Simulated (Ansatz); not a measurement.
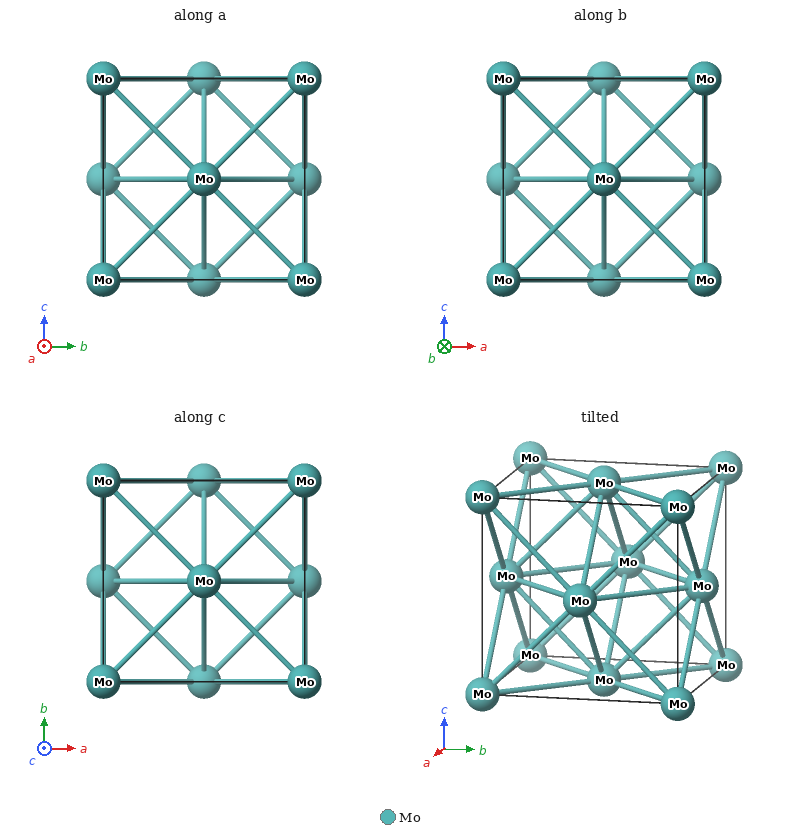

Shown here is a ball-and-stick view of the crystal, taken along the a axis, along the b axis, along the c axis and slightly off an axis. The conventional unit cell is outlined; an atom on or near a face, edge or corner is repeated at each equivalent position.

Lattice parameters: a = 4.0551 Å, b = 4.0551 Å, c = 4.0551 Å, α = 90.000°, β = 90.000°, γ = 90.000°.

Put the structure into a CIF with its space group and independent sites.

```cif
data_structure
_symmetry_space_group_name_H-M 'F m -3 m'
_symmetry_Int_Tables_number 225
_cell_length_a 4.0551
_cell_length_b 4.0551
_cell_length_c 4.0551
_cell_angle_alpha 90.000
_cell_angle_beta 90.000
_cell_angle_gamma 90.000
_cell_volume 66.68
loop_
_atom_site_label
_atom_site_type_symbol
_atom_site_symmetry_multiplicity
_atom_site_Wyckoff_symbol
_atom_site_fract_x
_atom_site_fract_y
_atom_site_fract_z
_atom_site_occupancy
Mo1 Mo 4 a 0.0000 0.0000 0.0000 1
```

Starting structure: a structure type filled with this element by a generator (whether the element takes this form wasn't checked). The geometry was optimised with DFT, BLYP, plane waves (420 eV) with PAW, scalar-relativistic in Ansatz.
